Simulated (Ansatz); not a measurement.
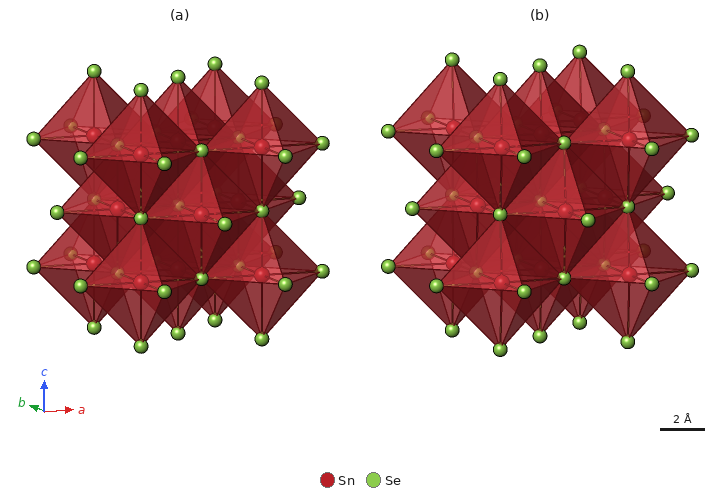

Left: a symmetric starting cell of SnSe. Right: the same structure after one change, at the same scale. The picture is a polyhedral view of the conventional cell (4 times the calculation's cell), seen slightly off an axis. Lengths and directions refer to the drawn axes.

Level of theory: DFT PBE, scalar-relativistic, plane waves, PAW (Ansatz). Set-up: plane-wave cutoff 420 eV; k-point mesh 10 × 10 × 10; occupations gaussian; smearing width 0.05 eV; no spin polarisation.

Q: What was changed?

A: The cell is strained by +2.6 % along b and +5.6 % across it (volume +14.3 %) and atoms are displaced by 0.10 Å relative to the cell: Se 0.10 Å along +b, Sn 0.10 Å along −b. No relaxation follows. The starting cell wasn't computed here and needn't be at equilibrium, so pressure and forces aren't due to the change alone.

Q: What does the change do?

A: The pressure is −3.7 GPa (not all of it need come from the change, since the unchanged cell can be under pressure at this level too). The principal stresses (compression positive) are −2.0 GPa along b and −4.6 GPa across it. The largest forces, 0.079 eV/Å, act on Sn and Se; on the Se atom it points along +b. The forces point along the displacements, not back (a soft direction, or forces left over where the reference was relaxed at another level) (cosine 1.00). Near-neighbour distances before and after: Se–Sn 3.010 → 2.882 to 3.292 Å. The space group (tolerance 0.01 Å) goes from Fm-3m (No. 225) to I4mm (No. 107).
